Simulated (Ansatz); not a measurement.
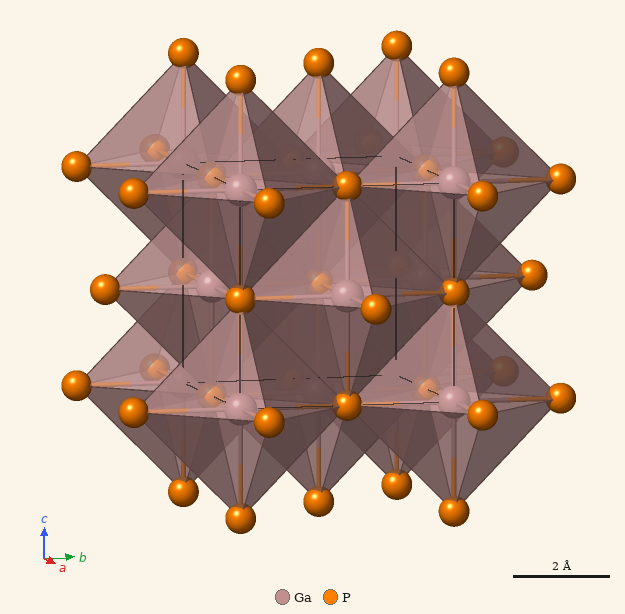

View slightly off an axis, drawn as a polyhedral model. Thin lines show the conventional unit cell, with boundary atoms drawn in all their periodic places. Some atoms of the next cells are drawn as well. Cell: a = 4.615 Å, b = 4.615 Å, c = 4.615 Å, α = 90.00°, β = 90.00°, γ = 90.00°.

Notes on the structure:

It has the composition GaP. The atoms follow space group Fm-3m (No. 225); the Bravais lattice is face-centred cubic. The prototype is rock salt (NaCl type). Cell content 4 Ga, 4 P; Z = 4. The polyhedra are GaP6 octahedra; they share corners and edges. Ga is coordinated by six P in an octahedral arrangement at about 2.3 Å. P is surrounded by six Ga in an octahedral arrangement at about 2.3 Å. The bonds build a three-dimensional framework.

Origin of the cell: a structure listed in the Materials Project, with elements exchanged, so it need not be a known form of the compound. The cell was then strained or its atoms displaced on purpose. It was run through Ansatz as a DFT input.

At this level of theory the cell isn't at rest (compressed, at 61 GPa), so its distances can differ from those at equilibrium, the more so the softer the solid.
